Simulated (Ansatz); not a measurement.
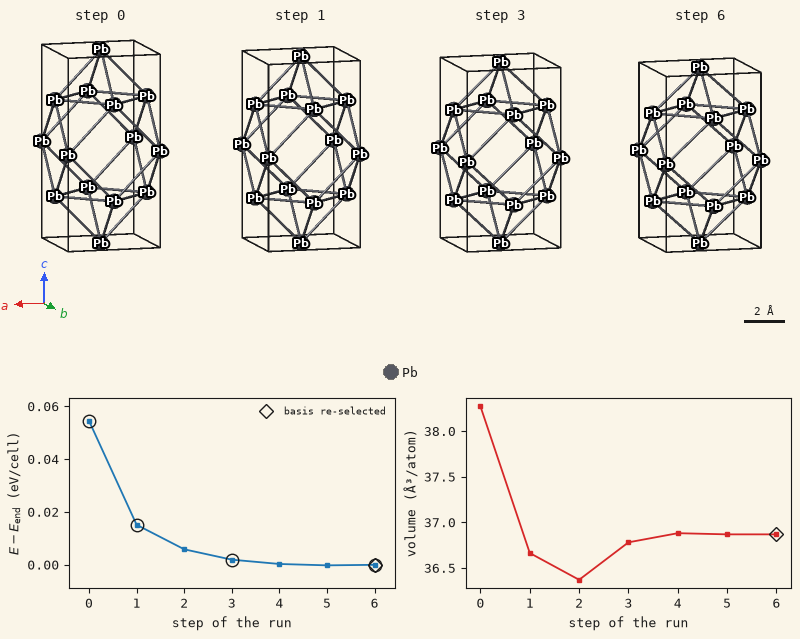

Frames of a relaxation of solid Pb (set up in I4/mmm) (coarse preliminary run), marked on the history of the run. A ball-and-stick model of the conventional cell (2 times the calculation's cell), seen from a free direction. Lengths and directions refer to the drawn axes.

Case: 2 of 2 Li taken out, relaxed.

These are results of DFT PBE, scalar-relativistic, plane waves, PAW (Ansatz), not measurements.

The input:
```yaml
crystal:
  lattice:
    - [-2.4126393848, 2.4126393848, 4.9312440577]
    - [2.4126393848, -2.4126393848, 4.9312440577]
    - [2.4126393848, 2.4126393848, -4.9312440577]
  atoms:
    - { symbol: Pb, position: [0.75, 0.25, 0.5] }
    - { symbol: Pb, position: [0.25, 0.75, 0.5] }
    - { symbol: Pb, position: [0.5, 0.5, 0.0] }
basis:
  ecutwfc: 420
kpoints:
  mp_grid: { grid: [6, 6, 6] }
hamiltonian:
  xc: pbe
scf:
  occupations: { method: gaussian, width: 0.1 }
output:
  forces: true
  stress: true
  eigenvalues: true
relax:
  adjacent_minimum: "off"
  f_tol: 0.0325
  max_steps: 70
  cell: { stress_tol: 0.24 }
```

Launched with:
```bash
ansatz run input.yaml --threads 2 --pin off --max-ram 5120MiB --backend cpu --events-out ev --progress --plain --runs-dir out
```

> Describe the path.

No atom moves by more than 0.005 Å relative to the cell. Cell: a = b 4.825 → 4.969 Å (+3.0 %), c 9.862 → 8.958 Å (−9.2 %). Volume −3.7 %. Among the contacts that change: Pb1–Pb3 3.450 → 3.345 Å, Pb1–Pb2 3.412 → 3.514 Å. The space group stays I4/mmm (No. 139). The energy falls by 54.5 meV per cell of the calculation in 5 accepted moves (6 points after the start). All forces vanish by symmetry, so only the cell relaxes. The pressure goes from −1.35 to −0.03 GPa. The SCF was repeated once at an unchanged geometry on a basis and grid sized afresh for the cell, which shifted the energy by 0.2 meV per cell of the calculation at most. Cost: 14 s on 2 threads of Arm Neoverse V2, with other jobs on the host, peak memory 0.44 GiB. From step 0 to 1: volume −4.2 %, energy −39.4 meV per cell of the calculation. From step 1 to 3: volume +0.3 %, energy −13.2 meV per cell of the calculation. From step 3 to 6: volume +0.2 %, energy −1.9 meV per cell of the calculation.

```json
{"step": "0", "E − E(0), meV/atom": "0.00", "pressure, GPa": "-1.35", "volume, Å³/atom": "38.272", "note": ""}
{"step": "1", "E − E(0), meV/atom": "-13.12", "pressure, GPa": "-0.02", "volume, Å³/atom": "36.665", "note": ""}
{"step": "2", "E − E(0), meV/atom": "-16.21", "pressure, GPa": "0.32", "volume, Å³/atom": "36.371", "note": ""}
{"step": "3", "E − E(0), meV/atom": "-17.52", "pressure, GPa": "-0.01", "volume, Å³/atom": "36.782", "note": ""}
{"step": "4", "E − E(0), meV/atom": "-18.07", "pressure, GPa": "-0.05", "volume, Å³/atom": "36.882", "note": ""}
{"step": "5", "E − E(0), meV/atom": "-18.24", "pressure, GPa": "-0.02", "volume, Å³/atom": "36.870", "note": ""}
{"step": "6", "E − E(0), meV/atom": "-18.17", "pressure, GPa": "-0.03", "volume, Å³/atom": "36.870", "note": "same geometry, new basis"}
```
